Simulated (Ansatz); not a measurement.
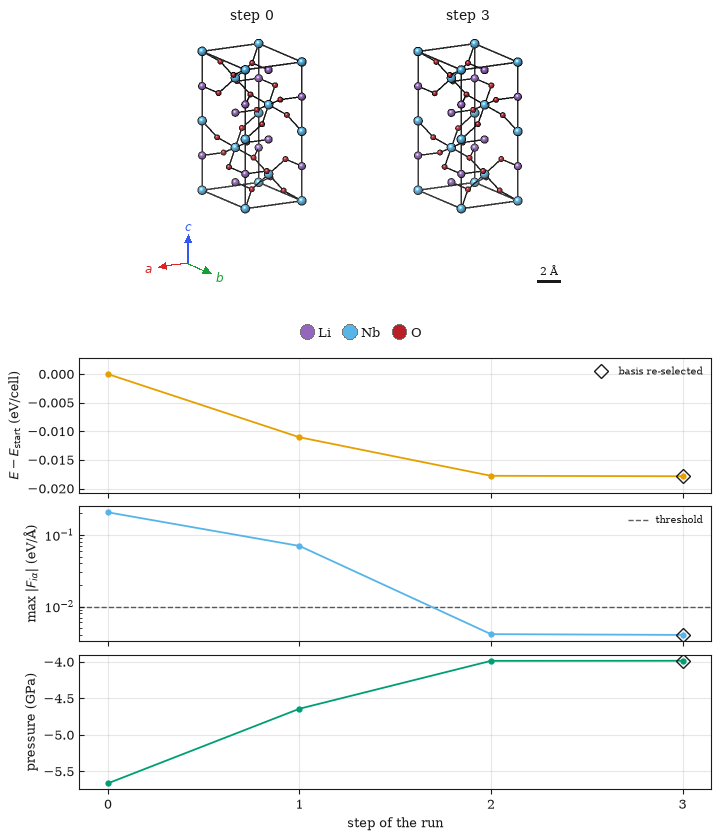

First and last geometry of a relaxation of a crystal of LiNbO3 (set up in R-3c), with the history of the run. A ball-and-stick model of the conventional cell (3 times the calculation's cell), seen from a free direction. Lengths and directions refer to the drawn axes.

Case: volume × 1.03, shape and atoms relaxed.

All numbers below come from DFT PBE, scalar-relativistic, plane waves, PAW in Ansatz 0.2.0. Set-up: plane-wave cutoff 420 eV; k-point mesh 6 × 6 × 6; occupations gaussian; smearing width 0.02 eV; no spin polarisation; cell relaxed at fixed volume; force threshold 0.01 eV/Å; at most 30 steps.

Read the history and describe the run.

Answer. It converged. The largest moves relative to the cell, 0.029 Å, are those of O atoms. Nb and Li stay in place. The drawn cell changes at constant volume: a = b 5.274 → 5.277 Å (+0.1 %), c 13.930 → 13.913 Å (−0.1 %). Among the contacts that change: Li–O 2.006 → 2.036 Å, Nb–O 2.016 → 2.007 Å. The space group stays R-3c (No. 167). After 2 accepted moves (3 points after the start) the energy has fallen by 17.8 meV per cell of the calculation. The largest force component goes from 0.21 to 0.004 eV/Å. The pressure goes from −5.66 to −3.98 GPa. At 1 point the geometry stayed and the basis and grid were re-selected for the new cell (energy shift of 0.1 meV per cell of the calculation at most each time). Cost: 34 s on 2 threads of Arm Neoverse N1, on a shared host, peak memory 0.47 GiB.

```csv
step,"E − E(0), meV/atom","largest force component, eV/Å","pressure, GPa",note
0,0.00,0.2076,-5.66,
1,-1.10,0.0703,-4.64,
2,-1.78,0.0041,-3.99,
3,-1.78,0.0040,-3.98,"same geometry, new basis"
```
